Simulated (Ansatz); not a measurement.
**NbN: geometry relaxation (part 3 of 3)**

Continued. System: NbN (slab, 24 atoms in the cell). Method: DFT PBE+D3(BJ), scalar-relativistic, plane waves, PAW, no spin polarisation (Ansatz 0.2.0); cutoff 420 eV, 3×3×1 k-mesh, Gaussian smearing of 0.1 eV. The structure derives from an entry of the Crystallography Open Database. The input holds or restrains some coordinates. Forces given for the steps count only the free coordinates. It belongs to a series of runs on one base structure; here: clean slab, lower planes held.

Geometry of the input (Å; fractional positions):
```
6.2012  0.0000  0.0000
0.0000  6.2012  0.0000
0.0000  0.0000  20.3849
Nb 0.5000  0.5000  0.3924
Nb 0.5000  0.0000  0.3924
Nb 0.0000  0.5000  0.3924
Nb 0.0000  0.0000  0.3924
N  0.2500  0.2500  0.3924
N  0.2500  0.7500  0.3924
N  0.7500  0.2500  0.3924
N  0.7500  0.7500  0.3924
Nb 0.7500  0.7500  0.5000
Nb 0.7500  0.2500  0.5000
Nb 0.2500  0.7500  0.5000
Nb 0.2500  0.2500  0.5000
N  0.5000  0.5000  0.5000
N  0.5000  0.0000  0.5000
N  0.0000  0.5000  0.5000
N  0.0000  0.0000  0.5000
Nb 0.0000  0.0000  0.6076
Nb 0.0000  0.5000  0.6076
Nb 0.5000  0.0000  0.6076
Nb 0.5000  0.5000  0.6076
N  0.7500  0.7500  0.6076
N  0.7500  0.2500  0.6076
N  0.2500  0.7500  0.6076
N  0.2500  0.2500  0.6076
```

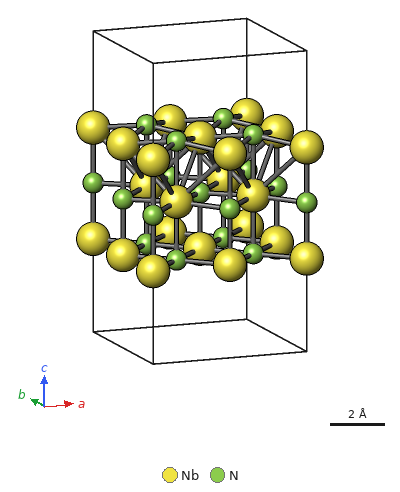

*The geometry at step 3 of the log (ball-and-stick view of the cell of the calculation, with the vacuum cut short, seen slightly off an axis).*

### The program's output, continued
```
  k-point 0: bands = ["-52.0016", "-51.9497", "-51.9497", "-51.9057", "-51.8485", "-51.7746", "-51.7746", "-51.7307", "-51.6745", "-51.6615", "-51.6615", "-51.6147", "-28.5780", "-28.5780", "-28.4977", "-28.4977", "-28.3992", "-28.3992", "-28.3247", "-28.3063", "-28.3063", "-28.2168", "-28.2168", "-28.1229", "-28.0854", "-28.0759", "-28.0759", "-27.9352", "-27.9182", "-27.9182", "-27.8957", "-27.8957", "-27.7732", "-27.7732", "-27.7723", "-27.7723", "-27.7503", "-27.7503", "-27.7064", "-27.6185", "-27.6185", "-27.6060", "-27.6060", "-27.5814", "-27.5812", "-27.5812", "-27.5559", "-27.5559", "-12.8828", "-12.5132", "-11.8409", "-11.5363", "-11.4327", "-11.3343", "-11.3343", "-11.0641", "-10.3417", "-10.3417", "-9.9358", "-9.9358", "-4.3258", "-4.3258", "-3.7218", "-3.7218", "-2.9514", "-2.9514", "-2.7642", "-2.7642", "-2.2564", "-2.2128", "-2.2128", "-1.9116", "-1.9116", "-1.6255", "-1.6255", "-1.5741", "-1.4435", "-1.4435", "-1.4045", "-1.4045", "-0.9436", "-0.7497", "-0.7497", "-0.5754", "-0.5754", "-0.2776", "-0.1059", "-0.0365", "-0.0365", "0.0720", "0.0720", "0.0871", "0.9719", "1.0435", "1.0435", "1.1261", "1.1261", "1.2605", "1.5414", "1.5414", "2.1624", "3.3629", "3.3629", "3.7176", "3.8465", "3.8465", "4.5474", "4.5490", "4.5490", "4.9529", "4.9529", "5.1274", "5.1274", "5.3237", "5.3359", "5.3359", "5.4755", "5.4836", "5.4836", "5.5535", "5.5535", "5.7524", "5.7524", "5.8330", "5.9445", "5.9445", "6.0160", "6.2574", "6.2574", "6.4113", "6.4113", "6.4212"]
  k-point 1: bands = ["-51.9886", "-51.9627", "-51.9387", "-51.9167", "-51.8315", "-51.7948", "-51.7637", "-51.7418", "-51.6700", "-51.6632", "-51.6498", "-51.6264", "-28.5166", "-28.4599", "-28.4448", "-28.4027", "-28.3764", "-28.3681", "-28.3006", "-28.2887", "-28.2629", "-28.2195", "-28.1804", "-28.1364", "-28.0985", "-28.0665", "-28.0659", "-27.9985", "-27.9648", "-27.9266", "-27.9077", "-27.8986", "-27.8649", "-27.8054", "-27.8031", "-27.8000", "-27.7551", "-27.7478", "-27.7370", "-27.6882", "-27.6852", "-27.6722", "-27.6568", "-27.5978", "-27.5663", "-27.5551", "-27.5508", "-27.5361", "-12.5326", "-12.2451", "-11.7693", "-11.6592", "-11.5049", "-11.2650", "-11.0998", "-10.8069", "-10.7653", "-10.6713", "-10.3628", "-10.2462", "-3.7266", "-3.5885", "-3.2418", "-3.0849", "-2.4839", "-2.4243", "-2.3984", "-2.3137", "-2.2728", "-2.2136", "-2.1592", "-1.9142", "-1.9036", "-1.8710", "-1.7420", "-1.5192", "-1.3969", "-1.2716", "-1.1728", "-0.9969", "-0.9848", "-0.9764", "-0.9515", "-0.9352", "-0.8489", "-0.6804", "-0.6456", "-0.6060", "-0.5262", "-0.4110", "-0.3800", "-0.2297", "-0.0185", "-0.0131", "0.3237", "0.4191", "1.3454", "1.7420", "2.2316", "2.5703", "2.8557", "3.2524", "3.4647", "3.4810", "3.6661", "3.6979", "3.8979", "4.0614", "4.1118", "4.1402", "4.4094", "4.4757", "4.6066", "4.8272", "5.2824", "5.4065", "5.4946", "5.5683", "5.5820", "5.5975", "5.6449", "5.9100", "6.1423", "6.2151", "6.2550", "6.3089", "6.4872", "6.5075", "6.6369", "6.6378", "6.6892", "6.7104"]
  k-point 2: bands = ["-51.9762", "-51.9512", "-51.9512", "-51.9283", "-51.8155", "-51.7817", "-51.7817", "-51.7552", "-51.6641", "-51.6539", "-51.6539", "-51.6355", "-28.4067", "-28.4067", "-28.3435", "-28.3280", "-28.3280", "-28.2786", "-28.2748", "-28.2367", "-28.2261", "-28.1769", "-28.1769", "-28.1108", "-28.1095", "-28.0878", "-28.0878", "-28.0227", "-28.0095", "-27.9977", "-27.9456", "-27.9456", "-27.8892", "-27.8878", "-27.8543", "-27.8543", "-27.8290", "-27.7830", "-27.7297", "-27.7297", "-27.6807", "-27.6807", "-27.6784", "-27.6479", "-27.6027", "-27.5500", "-27.5500", "-27.5163", "-12.3042", "-12.1084", "-11.8669", "-11.8669", "-11.2890", "-11.1246", "-10.8798", "-10.8717", "-10.8717", "-10.6781", "-10.4526", "-10.4526", "-3.4688", "-3.4688", "-3.0016", "-2.9741", "-2.9741", "-2.5337", "-2.5224", "-2.4327", "-2.1956", "-2.1956", "-1.9230", "-1.9230", "-1.7537", "-1.7537", "-1.6989", "-1.5412", "-1.4496", "-1.4058", "-1.3957", "-1.1224", "-1.1224", "-0.9639", "-0.9162", "-0.9162", "-0.9094", "-0.6568", "-0.6271", "-0.6271", "-0.6028", "-0.3504", "-0.2150", "-0.2150", "-0.1424", "-0.0412", "0.0610", "0.1128", "1.2794", "2.2521", "2.2521", "2.2792", "3.0596", "3.2061", "3.7172", "4.1048", "4.1640", "4.3256", "4.3987", "4.3987", "4.5750", "4.6245", "4.6245", "4.7538", "4.7538", "4.7808", "5.0399", "5.0399", "5.1307", "5.3558", "5.3558", "5.5553", "5.7255", "5.7255", "5.8207", "5.9074", "5.9074", "6.0266", "6.0314", "6.0881", "6.0881", "6.3359", "6.4166", "6.5527"]
--- Relaxed structure (5 steps of the walk, 5 accepted, 0 SCFs on fresh bases) ---
  F+E_penalty+E_count = -59260.17179114 eV   max|allowed force component| = 7.432e-3 eV/Å
  atoms:
    - { symbol: Nb, position: [0.5, 0.5, 0.3924476939] }
    - { symbol: Nb, position: [0.5, 0.0, 0.3924476939] }
    - { symbol: Nb, position: [0.0, 0.5, 0.3924476939] }
    - { symbol: Nb, position: [0.0, 0.0, 0.3924476939] }
    - { symbol: N, position: [0.25, 0.25, 0.3924476939] }
    - { symbol: N, position: [0.25, 0.75, 0.3924476939] }
    - { symbol: N, position: [0.75, 0.25, 0.3924476939] }
    - { symbol: N, position: [0.75, 0.75, 0.3924476939] }
    - { symbol: Nb, position: [0.75, 0.75, 0.5017927211229105] }
    - { symbol: Nb, position: [0.75, 0.25, 0.5017927211229105] }
    - { symbol: Nb, position: [0.25, 0.75, 0.5017927211229105] }
    - { symbol: Nb, position: [0.25, 0.25, 0.5017927211229105] }
    - { symbol: N, position: [0.5, 0.5, 0.49816173195468794] }
    - { symbol: N, position: [0.5, -2.2807907544240952e-35, 0.49816173195468794] }
    - { symbol: N, position: [9.996657349177948e-35, 0.5, 0.49816173195468794] }
    - { symbol: N, position: [1.015437160347323e-34, -1.1403953772120476e-35, 0.49816173195468794] }
    - { symbol: Nb, position: [2.334170963570191e-34, -1.1258371383540214e-34, 0.6024214124991376] }
    - { symbol: Nb, position: [1.3636217063684483e-34, 0.5, 0.6024214124991376] }
    - { symbol: Nb, position: [0.5, 3.736614640226709e-35, 0.6024214124991376] }
    - { symbol: Nb, position: [0.5, 0.5, 0.6024214124991376] }
    - { symbol: N, position: [0.75, 0.75, 0.6167760813314996] }
    - { symbol: N, position: [0.75, 0.25, 0.6167760813314996] }
    - { symbol: N, position: [0.25, 0.75, 0.6167760813314996] }
    - { symbol: N, position: [0.25, 0.25, 0.6167760813314996] }
```

### Trajectory as extended XYZ (Å, eV, eV/Å), 5 frames, from step=1 to step=5
```
24
Lattice="6.2012 0.0000 0.0000 0.0000 6.2012 0.0000 0.0000 0.0000 20.3849" Properties=species:S:1:pos:R:3:forces:R:3 step=1 energy=-59259.02394
Nb    3.1006    3.1006    8.0000    0.0000   0.0000   1.8265
Nb    3.1006    0.0000    8.0000    0.0000   0.0000   1.8265
Nb    0.0000    3.1006    8.0000    0.0000   0.0000   1.8265
Nb    0.0000    0.0000    8.0000    0.0000   0.0000   1.8265
N     1.5503    1.5503    8.0000    0.0000   0.0000  -1.7245
N     1.5503    4.6509    8.0000    0.0000   0.0000  -1.7245
N     4.6509    1.5503    8.0000    0.0000   0.0000  -1.7245
N     4.6509    4.6509    8.0000    0.0000   0.0000  -1.7245
Nb    4.6509    4.6509   10.1924    0.0000   0.0000   0.0000
Nb    4.6509    1.5503   10.1924    0.0000   0.0000   0.0000
Nb    1.5503    4.6509   10.1924    0.0000   0.0000   0.0000
Nb    1.5503    1.5503   10.1924    0.0000   0.0000   0.0000
N     3.1006    3.1006   10.1924    0.0000   0.0000   0.0000
N     3.1006    0.0000   10.1924    0.0000   0.0000   0.0000
N     0.0000    3.1006   10.1924    0.0000   0.0000   0.0000
N     0.0000    0.0000   10.1924    0.0000   0.0000   0.0000
Nb    0.0000    0.0000   12.3849    0.0000   0.0000  -1.8265
Nb    0.0000    3.1006   12.3849    0.0000   0.0000  -1.8265
Nb    3.1006    0.0000   12.3849    0.0000   0.0000  -1.8265
Nb    3.1006    3.1006   12.3849    0.0000   0.0000  -1.8265
N     4.6509    4.6509   12.3849    0.0000   0.0000   1.7245
N     4.6509    1.5503   12.3849    0.0000   0.0000   1.7245
N     1.5503    4.6509   12.3849    0.0000   0.0000   1.7245
N     1.5503    1.5503   12.3849    0.0000   0.0000   1.7245
24
Lattice="6.2012 0.0000 0.0000 0.0000 6.2012 0.0000 0.0000 0.0000 20.3849" Properties=species:S:1:pos:R:3:forces:R:3 step=2 energy=-59260.10827
Nb    3.1006    3.1006    8.0000    0.0000   0.0000   1.0765
Nb    3.1006    0.0000    8.0000    0.0000   0.0000   1.0765
Nb    0.0000    3.1006    8.0000    0.0000   0.0000   1.0765
Nb    0.0000    0.0000    8.0000    0.0000   0.0000   1.0765
N     1.5503    1.5503    8.0000    0.0000   0.0000  -1.2613
N     1.5503    4.6509    8.0000    0.0000   0.0000  -1.2613
N     4.6509    1.5503    8.0000    0.0000   0.0000  -1.2613
N     4.6509    4.6509    8.0000    0.0000   0.0000  -1.2613
Nb    4.6509    4.6509   10.2280    0.0000   0.0000  -0.2550
Nb    4.6509    1.5503   10.2280    0.0000   0.0000  -0.2550
Nb    1.5503    4.6509   10.2280    0.0000   0.0000  -0.2550
Nb    1.5503    1.5503   10.2280    0.0000   0.0000  -0.2550
N     3.1006    3.1006   10.1446    0.0000   0.0000  -0.1470
N     3.1006    0.0000   10.1446    0.0000   0.0000  -0.1470
N     0.0000    3.1006   10.1446    0.0000   0.0000  -0.1470
N     0.0000    0.0000   10.1446    0.0000   0.0000  -0.1470
Nb    0.0000    0.0000   12.2503    0.0000   0.0000   0.1557
Nb    0.0000    3.1006   12.2503    0.0000   0.0000   0.1557
Nb    3.1006    0.0000   12.2503    0.0000   0.0000   0.1557
Nb    3.1006    3.1006   12.2503    0.0000   0.0000   0.1557
N     4.6509    4.6509   12.5033    0.0000   0.0000   0.4323
N     4.6509    1.5503   12.5033    0.0000   0.0000   0.4323
N     1.5503    4.6509   12.5033    0.0000   0.0000   0.4323
N     1.5503    1.5503   12.5033    0.0000   0.0000   0.4323
24
Lattice="6.2012 0.0000 0.0000 0.0000 6.2012 0.0000 0.0000 0.0000 20.3849" Properties=species:S:1:pos:R:3:forces:R:3 step=3 energy=-59260.16887
Nb    3.1006    3.1006    8.0000    0.0000   0.0000   1.1443
Nb    3.1006    0.0000    8.0000    0.0000   0.0000   1.1443
Nb    0.0000    3.1006    8.0000    0.0000   0.0000   1.1443
Nb    0.0000    0.0000    8.0000    0.0000   0.0000   1.1443
N     1.5503    1.5503    8.0000    0.0000   0.0000  -1.1168
N     1.5503    4.6509    8.0000    0.0000   0.0000  -1.1168
N     4.6509    1.5503    8.0000    0.0000   0.0000  -1.1168
N     4.6509    4.6509    8.0000    0.0000   0.0000  -1.1168
Nb    4.6509    4.6509   10.2389    0.0000   0.0000  -0.1194
Nb    4.6509    1.5503   10.2389    0.0000   0.0000  -0.1194
Nb    1.5503    4.6509   10.2389    0.0000   0.0000  -0.1194
Nb    1.5503    1.5503   10.2389    0.0000   0.0000  -0.1194
N     3.1006    3.1006   10.1534    0.0000   0.0000   0.0026
N     3.1006    0.0000   10.1534    0.0000   0.0000   0.0026
N     0.0000    3.1006   10.1534    0.0000   0.0000   0.0026
N     0.0000    0.0000   10.1534    0.0000   0.0000   0.0026
Nb    0.0000    0.0000   12.2775    0.0000   0.0000   0.0809
Nb    0.0000    3.1006   12.2775    0.0000   0.0000   0.0809
Nb    3.1006    0.0000   12.2775    0.0000   0.0000   0.0809
Nb    3.1006    3.1006   12.2775    0.0000   0.0000   0.0809
N     4.6509    4.6509   12.5710    0.0000   0.0000   0.0091
N     4.6509    1.5503   12.5710    0.0000   0.0000   0.0091
N     1.5503    4.6509   12.5710    0.0000   0.0000   0.0091
N     1.5503    1.5503   12.5710    0.0000   0.0000   0.0091
24
Lattice="6.2012 0.0000 0.0000 0.0000 6.2012 0.0000 0.0000 0.0000 20.3849" Properties=species:S:1:pos:R:3:forces:R:3 step=4 energy=-59260.17132
Nb    3.1006    3.1006    8.0000    0.0000   0.0000   1.1754
Nb    3.1006    0.0000    8.0000    0.0000   0.0000   1.1754
Nb    0.0000    3.1006    8.0000    0.0000   0.0000   1.1754
Nb    0.0000    0.0000    8.0000    0.0000   0.0000   1.1754
N     1.5503    1.5503    8.0000    0.0000   0.0000  -1.1538
N     1.5503    4.6509    8.0000    0.0000   0.0000  -1.1538
N     4.6509    1.5503    8.0000    0.0000   0.0000  -1.1538
N     4.6509    4.6509    8.0000    0.0000   0.0000  -1.1538
Nb    4.6509    4.6509   10.2322    0.0000   0.0000  -0.0182
Nb    4.6509    1.5503   10.2322    0.0000   0.0000  -0.0182
Nb    1.5503    4.6509   10.2322    0.0000   0.0000  -0.0182
Nb    1.5503    1.5503   10.2322    0.0000   0.0000  -0.0182
N     3.1006    3.1006   10.1552    0.0000   0.0000   0.0245
N     3.1006    0.0000   10.1552    0.0000   0.0000   0.0245
N     0.0000    3.1006   10.1552    0.0000   0.0000   0.0245
N     0.0000    0.0000   10.1552    0.0000   0.0000   0.0245
Nb    0.0000    0.0000   12.2839    0.0000   0.0000  -0.0479
Nb    0.0000    3.1006   12.2839    0.0000   0.0000  -0.0479
Nb    3.1006    0.0000   12.2839    0.0000   0.0000  -0.0479
Nb    3.1006    3.1006   12.2839    0.0000   0.0000  -0.0479
N     4.6509    4.6509   12.5728    0.0000   0.0000   0.0200
N     4.6509    1.5503   12.5728    0.0000   0.0000   0.0200
N     1.5503    4.6509   12.5728    0.0000   0.0000   0.0200
N     1.5503    1.5503   12.5728    0.0000   0.0000   0.0200
24
Lattice="6.2012 0.0000 0.0000 0.0000 6.2012 0.0000 0.0000 0.0000 20.3849" Properties=species:S:1:pos:R:3:forces:R:3 step=5 energy=-59260.17179
Nb    3.1006    3.1006    8.0000    0.0000   0.0000   1.1638
Nb    3.1006    0.0000    8.0000    0.0000   0.0000   1.1638
Nb    0.0000    3.1006    8.0000    0.0000   0.0000   1.1638
Nb    0.0000    0.0000    8.0000    0.0000   0.0000   1.1638
N     1.5503    1.5503    8.0000    0.0000   0.0000  -1.1667
N     1.5503    4.6509    8.0000    0.0000   0.0000  -1.1667
N     4.6509    1.5503    8.0000    0.0000   0.0000  -1.1667
N     4.6509    4.6509    8.0000    0.0000   0.0000  -1.1667
Nb    4.6509    4.6509   10.2290    0.0000   0.0000  -0.0021
Nb    4.6509    1.5503   10.2290    0.0000   0.0000  -0.0021
Nb    1.5503    4.6509   10.2290    0.0000   0.0000  -0.0021
Nb    1.5503    1.5503   10.2290    0.0000   0.0000  -0.0021
N     3.1006    3.1006   10.1550    0.0000   0.0000   0.0074
N     3.1006    0.0000   10.1550    0.0000   0.0000   0.0074
N     0.0000    3.1006   10.1550    0.0000   0.0000   0.0074
N     0.0000    0.0000   10.1550    0.0000   0.0000   0.0074
Nb    0.0000    0.0000   12.2803    0.0000   0.0000  -0.0009
Nb    0.0000    3.1006   12.2803    0.0000   0.0000  -0.0009
Nb    3.1006    0.0000   12.2803    0.0000   0.0000  -0.0009
Nb    3.1006    3.1006   12.2803    0.0000   0.0000  -0.0009
N     4.6509    4.6509   12.5729    0.0000   0.0000  -0.0017
N     4.6509    1.5503   12.5729    0.0000   0.0000  -0.0017
N     1.5503    4.6509   12.5729    0.0000   0.0000  -0.0017
N     1.5503    1.5503   12.5729    0.0000   0.0000  -0.0017
```

### Results in brief

- outcome: converged under the restraints of the input
- electrons treated: 216
- free energy: −59260.1718 eV
- work function, top face: 3.36 eV
- work function, bottom face: 3.59 eV
- Fermi energy: 4.357 eV
- gap on the k-point mesh: none (metallic)
- final volume: 783.89 Å³
- work function (upper face): 3.36 eV
- largest force (length of the vector) at the end, held atoms and coordinates included: 1.167 eV/Å
- hardware: 4 threads of AMD EPYC (Zen 5), 32 GiB of memory available, shared host
- wall time: 15 s (CPU time 57 s)
- peak memory: 1.6 GiB

### Notes

The program warns: the exchange-correlation potential is rough where the density is thin.
